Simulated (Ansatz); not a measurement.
## Mending a single-point calculation on SnO$_{2}$

System: SnO$_{2}$ (P1, 6 atoms in the cell).
Method of run 1: DFT, PBE, plane waves, PAW, Ueff = 4 eV on Sn f (Ansatz 0.2.0).

The structure derives from an entry of the Crystallography Open Database. Text and figures count atoms from 1; the logs count them from 0 in places.

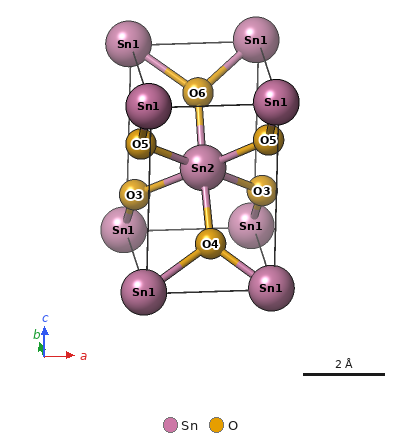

**Figure 1.** The input geometry (ball-and-stick view of the cell of the calculation, set on other vectors, seen at an oblique angle; atoms are numbered from 1 in the order of the input). An atom can appear more than once, as a periodic image. Near neighbours in the periodic cell (some may lie outside the picture): Sn has 6 O at 1.92 to 2.17 Å; O has 3 Sn at 1.92 to 2.17 Å.

**Input, run 1**
```yaml
crystal:
  lattice:
    - [4.8636585615, -0.0366023127, 0.0605916755]
    - [-0.0366023127, 4.8601380867, -0.0008806703]
    - [0.0406394543, -0.0005906745, 3.195052942]
  atoms:
    - { symbol: Sn, position: [0.005735157, -0.0072379075, -0.018578231] }
    - { symbol: Sn, position: [0.4993962583, 0.5028178949, 0.5040317494] }
    - { symbol: O, position: [0.2976937016, 0.301008364, 0.0075900362] }
    - { symbol: O, position: [0.1956026841, 0.8152357651, 0.5254511544] }
    - { symbol: O, position: [0.7001178168, 0.6853023768, -0.0188685141] }
    - { symbol: O, position: [0.8014543821, 0.2028735066, 0.5003738051] }
basis:
  ecutwfc: 420
kpoints:
  mp_grid: { grid: [6, 6, 8] }
hamiltonian:
  xc: pbe
  hubbard: { sites: [{ species: Sn, l: f, u_eff: 4.0 }] }
scf:
  occupations: { method: gaussian, width: 0.05 }
  max_iter: 100
output:
  forces: true
  eigenvalues: true
  stress: true
```

Command:
```bash
ansatz run input.yaml --threads 2 --pin off --max-ram 5120MiB --backend cpu --events-out ev --progress --plain --runs-dir out
```

Hardware: 2 threads of AMD EPYC (Zen 3), 189 GiB of memory available, shared host.

**Output (run 1)**
```
Error: inconsistent input (hamiltonian.hubbard.sites[].l, hamiltonian.hubbard.sites[].shell): the file of Sn doesn't list 4f, and it can't be added: PBE doesn't bind the shell 4f of the free atom, whose level lies at +1.05 eV. Type an atom or ion with it (hamiltonian.pseudopotentials.projection_atoms), take another file or name another shell
```

What went wrong, and how is the input to be mended?

Answer. This input holds a deliberate fault: a U on a shell that isn't there (`hamiltonian.hubbard`). The program refused the input: “inconsistent input (hamiltonian.hubbard.sites[].l, hamiltonian.hubbard.sites[].shell): the file of Sn doesn't list 4f, and it can't be added: PBE doesn't bind the shell 4f of the free atom, whose level lies at +1.05 eV …”

A run of the same system that converges differs from this input as follows (lines with − go, lines with + come):
```diff
-  hubbard: { sites: [{ species: Sn, l: f, u_eff: 4.0 }] }
-  max_iter: 100
```

**Output, shortened to warnings, some set-up lines, iterations and results (run 2)**
```
Basis set: ecut = 420 eV, 1475 PW (Γ), exchange–correlation on 72×72×48 points (8 copies of the dense FFT grid, shifted against one another)
Symmetry: 1 space group operations
k-points: 148 of 288 (time reversal used)
Initial density: superposition of atomic densities (neutral atoms: chi_scale 0, normalization atom), corrected by the library's trained network
[...]
SCF iter   1: F=—  HF=-14317.627867 eV  |F-HF|=—  |Δ(HF+E_count)|=         —  Δρ=1.41e-3  dr2=6.72e-4  ethr=1.77e-3  ⟨swp⟩=6.0  Hψ=20926  notcnv=0  defer=17
SCF iter   2: F=—  HF=-14317.629987 eV  |F-HF|=—  |Δ(HF+E_count)|=   2.12e-3  Δρ=6.90e-4  dr2=1.42e-4  ethr=1.29e-6  ⟨swp⟩=2.2  Hψ=9714  notcnv=0  defer=30
SCF iter   3: F=—  HF=-14317.630264 eV  |F-HF|=—  |Δ(HF+E_count)|=   2.77e-4  Δρ=2.96e-4  dr2=4.03e-5  ethr=2.74e-7  ⟨swp⟩=2.7  Hψ=8097  notcnv=0
SCF iter   4: F=—  HF=-14317.630311 eV  |F-HF|=—  |Δ(HF+E_count)|=   4.65e-5  Δρ=7.96e-5  dr2=4.07e-6  ethr=7.74e-8  ⟨swp⟩=2.0  Hψ=6276  notcnv=0
SCF iter   5: F=—  HF=-14317.630312 eV  |F-HF|=—  |Δ(HF+E_count)|=   7.60e-7  Δρ=4.13e-5  dr2=9.17e-7  ethr=7.83e-9  ⟨swp⟩=2.0  Hψ=6524  notcnv=0
SCF iter   6: F=-14317.630312 eV  HF=-14317.630312 eV  |F-HF|=8.61e-8  |Δ(HF+E_count)|=   4.53e-7  Δρ=1.20e-5  dr2=8.55e-8  ethr=1.92e-10  ⟨swp⟩=6.6  Hψ=21007  notcnv=0
SCF 1 converged in 6 iterations: F = -14317.630312 eV  dr2 = 8.55e-8
SCF converged after 6 iterations
Free energy (F): -14317.630312 eV
Harris-Foulkes:  -14317.630312 eV  (|F-HF|=8.61e-8)
Internal energy: -14317.630312 eV  (E = F + TS)
E sigma→0 (E₀):  -14317.630312 eV
Fermi energy:    9.113583 eV
--- Per-component energies (eV) ---
  E_band       = -156.649059
  E_kinetic    = 1078.791710
  E_local      = -2984.530997  (includes V_loc(G=0)·N_el)
  E_nonlocal   = 134.056332
  E_hartree    = 1533.122148
  E_xc         = -1053.438055
  E_vxc        = -561.897858  (∫ρ·V_xc dr)
  E_paw        = -8928.451473  (= ΣΔE_a)
  E_vpaw       = -889.332556  (= ΣTr[D̂ρ^β])
  E_aug_tail   = 0.009821  (compensation charges beyond the density's cutoff)
  E_ewald      = -4097.189798
  E_smearing   = -0.000000  (= −TS)
  E_closure    = -0.000000  (closes the sum)
  Σ components = -14317.630312   (vs F -14317.630312, Δ=0.00e0)
--- Forces (eV/Å), atoms counted from 1 ---
  atom   1  Sn    -1.76443833     1.65619387     2.19046900
  atom   2  Sn    -0.29386413    -0.75369996    -0.53624506
  atom   3  O      0.63493136     0.84793500     0.06163860
  atom   4  O      1.00820591    -1.15885546    -2.23081715
  atom   5  O     -0.13771399     0.31322788     0.83999468
  atom   6  O      0.55285371    -0.90478119    -0.32498603
  max |Σ_I F_I| component: 5.41e-5 eV/Å
--- Stress (GPa, compression-positive) ---
        0.389087       1.862368      -3.606360
        1.862368       0.268326       3.123971
       -3.606360       3.123973       5.514747
  P = ⅓ Tr σ = 2.0574 GPa (20.574 kbar)
```

**The two runs side by side**

| quantity | run 1 | run 2 |
| --- | --- | --- |
| outcome | refused | converged |
| free energy per atom (eV) | – | −2386.2717 |
| gap on the mesh (eV) | – | 0.60 |
| pressure (GPa) | – | 2.06 |
| volume per atom (Å³) | – | 12.58 |
| largest force (eV/Å) | – | 3.264 |
| SCF iterations | – | 6 |
| irreducible k-points | – | 148 |
| plane waves at Γ | – | 1475 |
